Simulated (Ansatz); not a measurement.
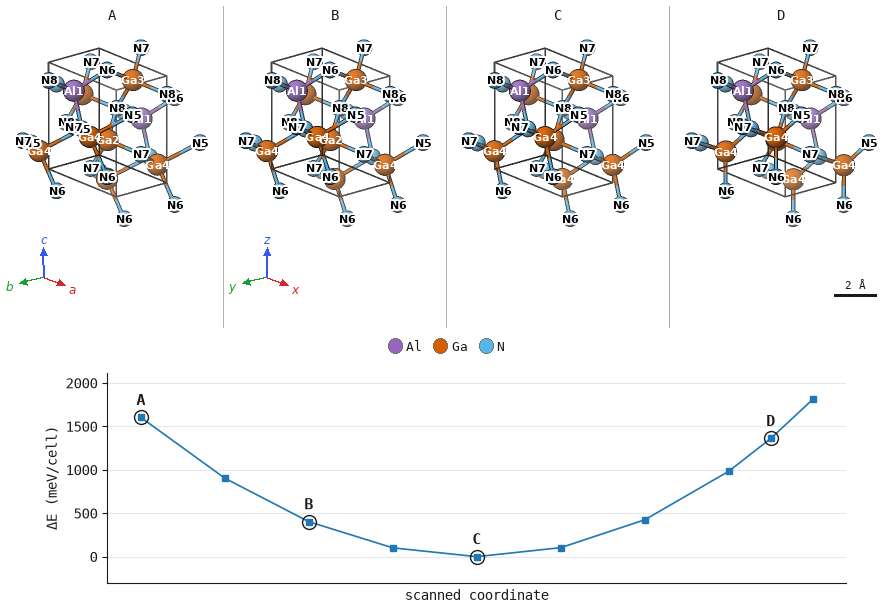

Frames of a one-coordinate scan of solid AlGa$_{3}$N$_{4}$ (Pm). Style: ball-and-stick. Shown: the cell of the calculation, from a free direction.

Theory: DFT r2SCAN, scalar-relativistic, plane waves, PAW (Ansatz 0.2.0). Settings: plane-wave cutoff 500 eV; k-point mesh 6 × 8 × 4; occupations gaussian; smearing width 0.05 eV; no spin polarisation. Energies (free energies at the smearing named) are counted from the relaxed crystal.

> Which coordinate changes from frame to frame?

Ga4 (one in each cell of 8 atoms) is moved along Cartesian [1 -1 0], all else fixed. In the frames the displacement is −0.45 Å (A), −0.225 Å (B), 0.00 Å (C), 0.3938 Å (D). The lowest computed point lies at the displacement 0.00 Å (0 meV/cell). The curvature at zero is about 16 eV/Å². The well is nearly symmetric. At the highest point the shortest interatomic distance is 1.61 Å, against 1.89 Å in the reference. The distortion takes the space group from Pm to P1.
